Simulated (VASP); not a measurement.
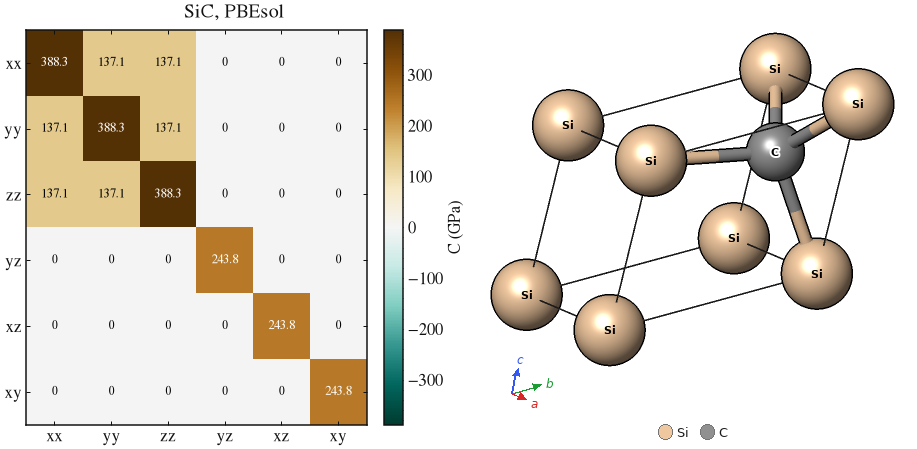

**Figure.** Stiffness matrix in Voigt order for SiC, space group F-43m (No. 216). The cell is drawn beside the plot.

The cell shown is the relaxed one, at which the result was read.

All six eigenvalues of the matrix are positive (the least is 244 GPa), so the crystal is mechanically stable. Over all directions E runs from 317 to 535 GPa, a ratio of 1.69. E is 317 GPa along x, y and z alike, and 535 GPa along the body diagonal x + y + z. The Hill averages are K = 221 GPa and G = 187 GPa; K/G = 1.18.

Method: plane-wave DFT, no spin polarisation; elastic constants in Voigt order on the axes of the given cell (VASP 6.6.1). Level: PBEsol.

| setting | value |
| --- | --- |
| k mesh | 7×7×7 |
| occupations | Fermi–Dirac |
| smearing width | 0.05 eV |
| potentials | VASP PAW PBE potentials, recommended |
| wave cutoff | 600 eV |
| read at | relaxed cell |

The given structure:
```
CELL_PARAMETERS angstrom
0.00000 2.17916 2.17916
2.17916 0.00000 2.17916
2.17916 2.17916 0.00000
ATOMIC_POSITIONS crystal
Si 0.00000 0.00000 0.00000
C 0.75000 0.75000 0.75000
```
